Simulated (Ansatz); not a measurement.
# Geometry relaxation of Zn18O17 (part 3 of 3)

Continued. System: Zn18O17 (defect cell, 35 atoms in the cell). Method: DFT PBE, scalar-relativistic, plane waves, PAW, no spin polarisation (Ansatz 0.2.0); cutoff 420 eV, 2×2×2 k-mesh, Gaussian smearing of 0.02 eV. The structure derives from an entry of the Crystallography Open Database.

### Trajectory as extended XYZ, continued
```
35
Lattice="0.0000 5.6802 -5.2933 4.9192 -2.8401 -5.2933 -4.9192 -2.8401 -5.2933" Properties=species:S:1:pos:R:3:forces:R:3 step=2 energy=-69394.48128
Zn   -1.6397   -0.9467   -2.6605    0.0000   0.0000   0.0334
Zn    1.6385   -0.9482   -7.9407    0.0045   0.0314  -0.0223
Zn    1.6391   -0.9449   -2.6474    0.0250  -0.0196  -0.0223
Zn   -0.0019    1.8931   -7.9407    0.0295  -0.0118  -0.0223
Zn    0.0012    1.8919   -2.6474   -0.0045   0.0314  -0.0223
Zn    0.0007   -3.7850   -7.9407   -0.0250  -0.0196  -0.0223
Zn    3.2795    1.8934   -7.9365    0.0000   0.0000  -0.0043
Zn   -1.6397   -0.9467   -7.8495    0.0000   0.0000   0.3404
Zn   -3.2776    1.8931   -7.9407   -0.0295  -0.0118  -0.0223
Zn    0.0025    3.7854   -5.2999   -0.0385   0.0222   0.0330
Zn    3.2795   -1.8905   -5.2999    0.0000  -0.0445   0.0330
Zn   -1.6397    0.9516  -10.5773    0.0000  -0.0372   0.0062
Zn    1.6355    0.9443   -5.2840    0.0322   0.0186   0.0062
Zn   -3.2108   -1.8537   -5.3210    0.2980   0.1720  -0.1081
Zn    1.6372    0.9453  -10.5931    0.0385   0.0222   0.0330
Zn    0.0042   -1.8959  -10.5773   -0.0322   0.0186   0.0062
Zn   -0.0687   -1.8537   -5.3210   -0.2980   0.1720  -0.1081
Zn   -1.6397    0.8674   -5.3210    0.0000  -0.3441  -0.1081
O    -0.0016    3.7878   -8.6011    0.0101  -0.0058   0.0090
O     3.2795   -1.8953   -8.6011    0.0000   0.0116   0.0090
O    -1.6397    0.9472  -13.8765    0.0000   0.0055   0.0056
O     1.6393    0.9465   -8.5833   -0.0048  -0.0028   0.0056
O    -3.2629   -1.8838   -8.5639    0.0157   0.0091  -0.0019
O     1.6414    0.9477  -13.8944   -0.0101  -0.0058   0.0090
O     0.0004   -1.8936  -13.8765    0.0048  -0.0028   0.0056
O    -0.0166   -1.8838   -8.5639   -0.0157   0.0091  -0.0019
O    -1.6397    0.9275   -8.5639    0.0000  -0.0181  -0.0019
O     3.2795    1.8934  -11.2369    0.0000   0.0000  -0.0249
O     1.6192   -0.9525   -5.9298    0.0169  -0.0045  -0.0014
O    -3.2743    1.9141  -11.2231   -0.0123  -0.0124  -0.0014
O    -0.0153    1.8786   -5.9298    0.0045   0.0169  -0.0014
O     0.0205   -3.7926  -11.2231   -0.0169  -0.0045  -0.0014
O    -0.0052    1.9141  -11.2231    0.0123  -0.0124  -0.0014
O    -1.6397   -0.9467  -11.2187    0.0000   0.0000  -0.0335
O     1.6550   -0.9615  -11.2231   -0.0045   0.0169  -0.0014
35
Lattice="0.0000 5.6802 -5.2933 4.9192 -2.8401 -5.2933 -4.9192 -2.8401 -5.2933" Properties=species:S:1:pos:R:3:forces:R:3 step=3 energy=-69394.54338
Zn   -1.6397   -0.9467   -2.6549    0.0000   0.0000   0.0505
Zn    1.6454   -0.9474   -7.9481   -0.0016  -0.0098  -0.0100
Zn    1.6363   -0.9513   -2.6548   -0.0077   0.0062  -0.0100
Zn    0.0023    1.8987   -7.9481   -0.0092   0.0035  -0.0100
Zn   -0.0057    1.8927   -2.6548    0.0016  -0.0098  -0.0100
Zn    0.0034   -3.7914   -7.9481    0.0077   0.0062  -0.0100
Zn    3.2795    1.8934   -7.9437    0.0000   0.0000   0.0093
Zn   -1.6397   -0.9467   -7.7003    0.0000   0.0000  -0.1582
Zn   -3.2817    1.8987   -7.9481    0.0092   0.0035  -0.0100
Zn    0.0016    3.7859   -5.3011    0.0160  -0.0092   0.0069
Zn    3.2795   -1.8915   -5.3011    0.0000   0.0185   0.0069
Zn   -1.6397    0.9383  -10.5575    0.0000   0.0001   0.0180
Zn    1.6470    0.9509   -5.2643    0.0000   0.0000   0.0180
Zn   -3.1139   -1.7978   -5.3712   -0.1634  -0.0943   0.0479
Zn    1.6381    0.9458  -10.5943   -0.0160  -0.0092   0.0069
Zn   -0.0072   -1.8892  -10.5575    0.0000   0.0000   0.0180
Zn   -0.1656   -1.7978   -5.3712    0.1634  -0.0943   0.0479
Zn   -1.6397    0.7555   -5.3712    0.0000   0.1887   0.0479
O    -0.0101    3.7927   -8.6307   -0.0082   0.0048  -0.0245
O     3.2795   -1.9051   -8.6307    0.0000  -0.0095  -0.0245
O    -1.6397    0.9464  -13.8799    0.0000   0.0019  -0.0099
O     1.6400    0.9469   -8.5866   -0.0017  -0.0010  -0.0099
O    -3.2425   -1.8721   -8.5340    0.0111   0.0064   0.0042
O     1.6499    0.9526  -13.9240    0.0082   0.0048  -0.0245
O    -0.0003   -1.8932  -13.8799    0.0017  -0.0010  -0.0099
O    -0.0369   -1.8721   -8.5340   -0.0111   0.0064   0.0042
O    -1.6397    0.9040   -8.5340    0.0000  -0.0128   0.0042
O     3.2795    1.8934  -11.2383    0.0000   0.0000  -0.0349
O     1.6039   -0.9503   -5.9277   -0.0381  -0.0078   0.0074
O    -3.2646    1.9263  -11.2210    0.0123   0.0369   0.0074
O    -0.0210    1.8641   -5.9277   -0.0258  -0.0291   0.0074
O     0.0359   -3.7904  -11.2210    0.0381  -0.0078   0.0074
O    -0.0148    1.9263  -11.2210   -0.0123   0.0369   0.0074
O    -1.6397   -0.9467  -11.2290    0.0000   0.0000   0.0206
O     1.6608   -0.9760  -11.2210    0.0258  -0.0291   0.0074
35
Lattice="0.0000 5.6802 -5.2933 4.9192 -2.8401 -5.2933 -4.9192 -2.8401 -5.2933" Properties=species:S:1:pos:R:3:forces:R:3 step=4 energy=-69394.55481
Zn   -1.6397   -0.9467   -2.6530    0.0000   0.0000   0.0115
Zn    1.6436   -0.9476   -7.9482    0.0036  -0.0026  -0.0009
Zn    1.6370   -0.9496   -2.6549   -0.0041  -0.0018  -0.0009
Zn    0.0011    1.8972   -7.9482   -0.0005   0.0044  -0.0009
Zn   -0.0039    1.8925   -2.6549   -0.0036  -0.0026  -0.0009
Zn    0.0027   -3.7897   -7.9482    0.0041  -0.0018  -0.0009
Zn    3.2795    1.8934   -7.9402    0.0000   0.0000   0.0078
Zn   -1.6397   -0.9467   -7.7330    0.0000   0.0000   0.0243
Zn   -3.2806    1.8972   -7.9482    0.0005   0.0044  -0.0009
Zn    0.0022    3.7855   -5.3004    0.0059  -0.0034  -0.0001
Zn    3.2795   -1.8908   -5.3004    0.0000   0.0068  -0.0001
Zn   -1.6397    0.9410  -10.5598    0.0000  -0.0002   0.0050
Zn    1.6447    0.9496   -5.2665    0.0002   0.0001   0.0050
Zn   -3.1420   -1.8140   -5.3596   -0.0001   0.0000  -0.0040
Zn    1.6375    0.9454  -10.5936   -0.0059  -0.0034  -0.0001
Zn   -0.0050   -1.8905  -10.5598   -0.0002   0.0001   0.0050
Zn   -0.1375   -1.8140   -5.3596    0.0001   0.0000  -0.0040
Zn   -1.6397    0.7879   -5.3596    0.0000   0.0001  -0.0040
O    -0.0089    3.7919   -8.6252    0.0059  -0.0034   0.0025
O     3.2795   -1.9037   -8.6252    0.0000   0.0068   0.0025
O    -1.6397    0.9463  -13.8797    0.0000  -0.0022  -0.0017
O     1.6401    0.9469   -8.5864    0.0019   0.0011  -0.0017
O    -3.2456   -1.8738   -8.5398   -0.0090  -0.0052  -0.0112
O     1.6486    0.9518  -13.9185   -0.0059  -0.0034   0.0025
O    -0.0003   -1.8932  -13.8797   -0.0019   0.0011  -0.0017
O    -0.0339   -1.8738   -8.5398    0.0090  -0.0052  -0.0112
O    -1.6397    0.9076   -8.5398    0.0000   0.0104  -0.0112
O     3.2795    1.8934  -11.2387    0.0000   0.0000  -0.0101
O     1.6069   -0.9505   -5.9288    0.0037  -0.0022   0.0021
O    -3.2664    1.9237  -11.2221   -0.0037  -0.0022   0.0021
O    -0.0197    1.8669   -5.9288    0.0000   0.0043   0.0021
O     0.0328   -3.7906  -11.2221   -0.0037  -0.0022   0.0021
O    -0.0131    1.9237  -11.2221    0.0037  -0.0022   0.0021
O    -1.6397   -0.9467  -11.2241    0.0000   0.0000  -0.0123
O     1.6594   -0.9732  -11.2221    0.0000   0.0043   0.0021
35
Lattice="0.0000 5.6802 -5.2933 4.9192 -2.8401 -5.2933 -4.9192 -2.8401 -5.2933" Properties=species:S:1:pos:R:3:forces:R:3 step=5 energy=-69394.55494
Zn   -1.6397   -0.9467   -2.6526    0.0000   0.0000   0.0040
Zn    1.6440   -0.9478   -7.9485   -0.0012   0.0005  -0.0002
Zn    1.6367   -0.9499   -2.6552    0.0011   0.0007  -0.0002
Zn    0.0012    1.8976   -7.9485   -0.0001  -0.0013  -0.0002
Zn   -0.0043    1.8924   -2.6552    0.0012   0.0005  -0.0002
Zn    0.0030   -3.7900   -7.9485   -0.0011   0.0007  -0.0002
Zn    3.2795    1.8934   -7.9400    0.0000   0.0000   0.0015
Zn   -1.6397   -0.9467   -7.7277    0.0000   0.0000   0.0053
Zn   -3.2807    1.8976   -7.9485    0.0001  -0.0013  -0.0002
Zn    0.0026    3.7853   -5.3004    0.0002  -0.0001   0.0010
Zn    3.2795   -1.8904   -5.3004    0.0000   0.0003   0.0010
Zn   -1.6397    0.9405  -10.5592    0.0000  -0.0009   0.0024
Zn    1.6451    0.9498   -5.2659    0.0008   0.0005   0.0024
Zn   -3.1427   -1.8145   -5.3602   -0.0025  -0.0014  -0.0008
Zn    1.6372    0.9452  -10.5937   -0.0002  -0.0001   0.0010
Zn   -0.0053   -1.8903  -10.5592   -0.0008   0.0005   0.0024
Zn   -0.1368   -1.8145   -5.3602    0.0025  -0.0014  -0.0008
Zn   -1.6397    0.7888   -5.3602    0.0000   0.0029  -0.0008
O    -0.0086    3.7918   -8.6255   -0.0011   0.0006  -0.0022
O     3.2795   -1.9033   -8.6255    0.0000  -0.0012  -0.0022
O    -1.6397    0.9461  -13.8799    0.0000   0.0002  -0.0005
O     1.6402    0.9470   -8.5867   -0.0002  -0.0001  -0.0005
O    -3.2457   -1.8739   -8.5399   -0.0018  -0.0011  -0.0023
O     1.6483    0.9516  -13.9187    0.0011   0.0006  -0.0022
O    -0.0005   -1.8931  -13.8799    0.0002  -0.0001  -0.0005
O    -0.0338   -1.8739   -8.5399    0.0018  -0.0011  -0.0023
O    -1.6397    0.9077   -8.5399    0.0000   0.0021  -0.0023
O     3.2795    1.8934  -11.2395    0.0000   0.0000  -0.0017
O     1.6075   -0.9504   -5.9289   -0.0011  -0.0002   0.0001
O    -3.2666    1.9232  -11.2221    0.0004   0.0011   0.0001
O    -0.0194    1.8673   -5.9289   -0.0007  -0.0009   0.0001
O     0.0323   -3.7906  -11.2221    0.0011  -0.0002   0.0001
O    -0.0129    1.9232  -11.2221   -0.0004   0.0011   0.0001
O    -1.6397   -0.9467  -11.2252    0.0000   0.0000  -0.0018
O     1.6591   -0.9728  -11.2221    0.0007  -0.0009   0.0001
```

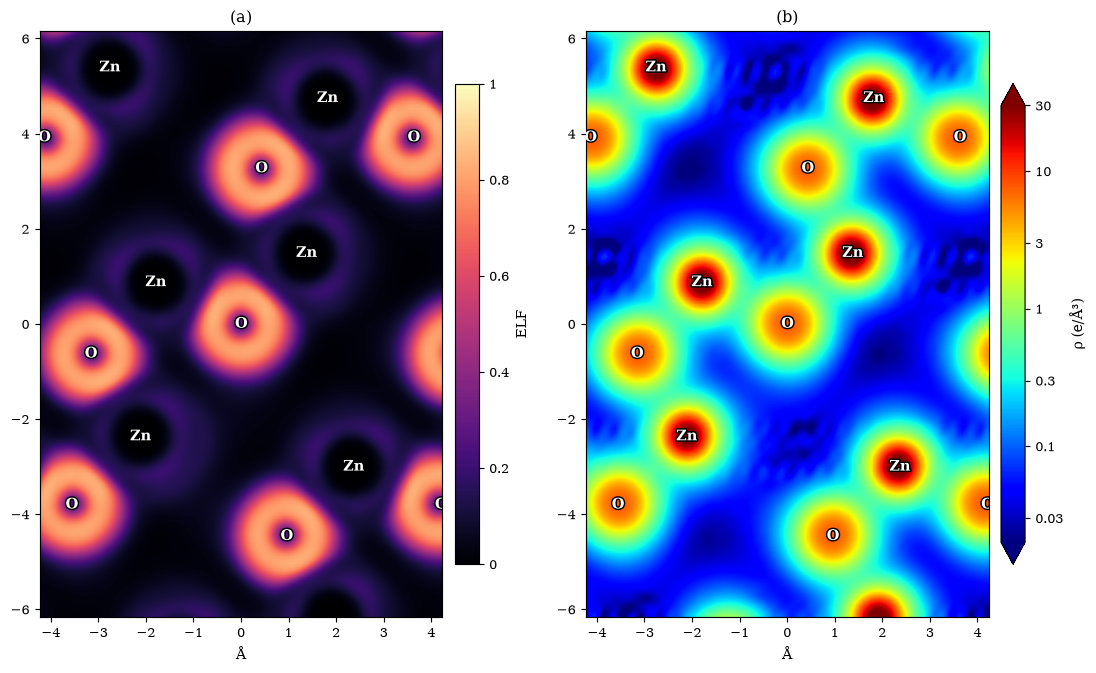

Figure 1. (a) ELF; (b) valence electron density on the (11̄0) plane of the calculation cell. Atoms in the plane: Zn and O. Zn–O (2.01 Å): ρ is about 0.56 e/Å³ halfway; the ELF is about 0.25 at the midpoint. The density dies away to nearly zero in the voids. In a PAW calculation such maps are meaningful between the atoms, not at the nuclei.

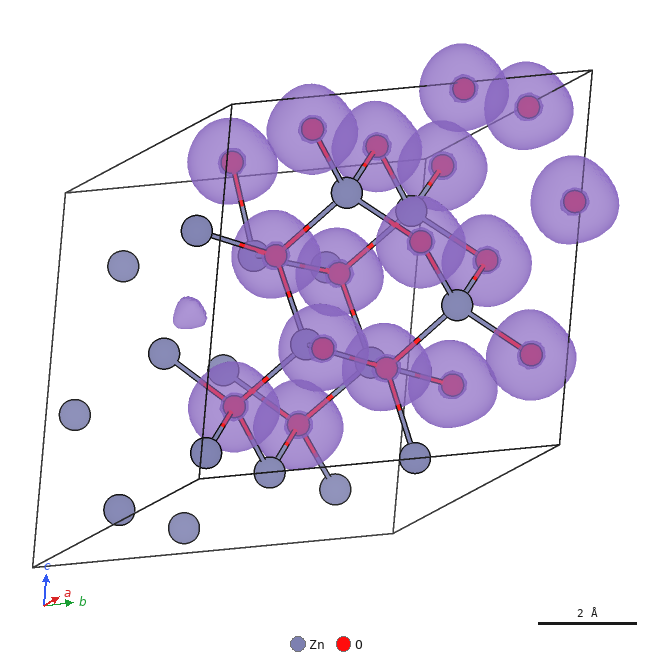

Figure 2. Isosurface of the ELF at 0.6 (purple), seen at an oblique angle. Only the valence region is drawn (cores and ρ < 0.01 e/Å³ removed). Sticks mark near contacts. The outline is the calculation cell. Along the contacts the grid gives the following. Zn–O (2.00 Å): the ELF is about 0.25 at the midpoint.

### Results in brief

| quantity | value |
| --- | --- |
| outcome | converged |
| electrons treated | 318 |
| free energy | −69394.5549 eV |
| Fermi energy | 7.742 eV |
| gap on the k-point mesh | 1.91 eV |
| final volume | 443.72 Å³ |
| largest force (length of the vector) at the end | 0.005 eV/Å |
| wall time | 71 s (CPU time 4.6 min) |
| peak memory | 1.1 GiB |
